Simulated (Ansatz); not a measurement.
System: Ti₃Si, space group P6_3/mmc (No. 194).

Input file:
```
crystal:
  lattice:
    - [5.5544251255, 0.0, 0.0]
    - [-2.7772125627, 4.8102732621, 0.0]
    - [0.0, 0.0, 4.4786133038]
  atoms:
    - { symbol: Ti, position: [0.3427695474, 0.1713847737, 0.75] }
    - { symbol: Ti, position: [0.8286152263, 0.1713847737, 0.75] }
    - { symbol: Ti, position: [0.8286152263, 0.6572304526, 0.75] }
    - { symbol: Ti, position: [0.6572304526, 0.8286152263, 0.25] }
    - { symbol: Ti, position: [0.1713847737, 0.8286152263, 0.25] }
    - { symbol: Ti, position: [0.1713847737, 0.3427695474, 0.25] }
    - { symbol: Si, position: [0.3333333333, 0.6666666667, 0.75] }
    - { symbol: Si, position: [0.6666666667, 0.3333333333, 0.25] }
basis:
  ecutwfc: 420
kpoints:
  mp_grid: { grid: [6, 6, 8] }
hamiltonian:
  xc: lda
scf:
  occupations: { method: fermi_dirac, width: 0.15 }
output:
  eigenvalues: true
phonons:
  method: dfpt
  eigenvectors: true
```

Run as:
```bash
ansatz run input.yaml --threads 2 --pin off --max-ram 6144MiB --backend cpu --events-out ev --progress --plain --runs-dir out
```

Computed with Ansatz 0.2.0: harmonic phonon frequencies at the zone centre with atoms at rest in the given cell, without the long-range term of polar modes, the three translations left out, imaginary frequencies are negative; plane waves with PAW datasets, Γ-centred k mesh. Level: LDA, no spin polarisation.

```csv
setting,value
wave cutoff,420 eV
k mesh,6×6×8
occupations,Fermi–Dirac
smearing width,0.15 eV
volume relative to the relaxed cell,1.02
phonon method,linear response
```

Predict the zone-centre optical phonon frequencies (the three acoustic modes are left out).

No frequency is imaginary, so the structure is stable to these displacements (zone-boundary modes weren't tested here). The highest mode lies at 316.8 cm⁻¹. The optical modes lie at 76.4 (×2), 132.6 (×2), 149.5, 187.7 (×2), 197.6, 243.4 (×2), 257.4 (×2), 272.5, 274.2, 279.0, 292.0, 293.5 (×2), 313.3, 316.8 (×2) cm⁻¹.

| frequency (cm⁻¹) |
| --- |
| 76.4 |
| 76.4 |
| 132.6 |
| 132.6 |
| 149.5 |
| 187.7 |
| 187.7 |
| 197.6 |
| 243.4 |
| 243.4 |
| 257.4 |
| 257.4 |
| 272.5 |
| 274.2 |
| 279.0 |
| 292.0 |
| 293.5 |
| 293.5 |
| 313.3 |
| 316.8 |
| 316.8 |

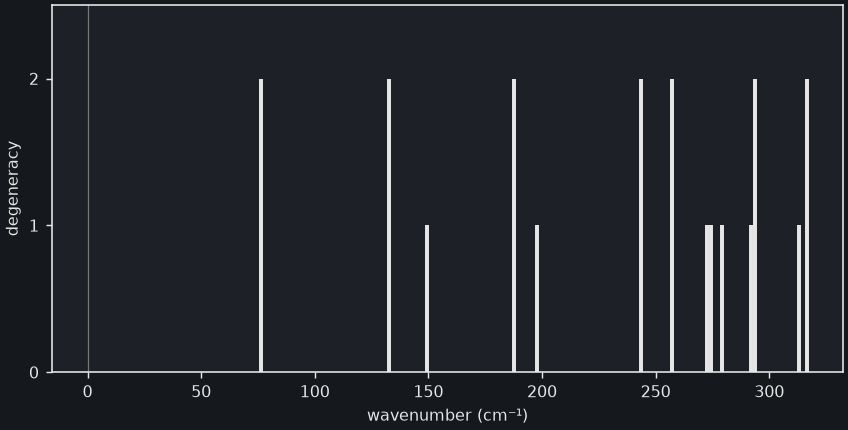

Note: bands taken in; metal sensitive to the k mesh.
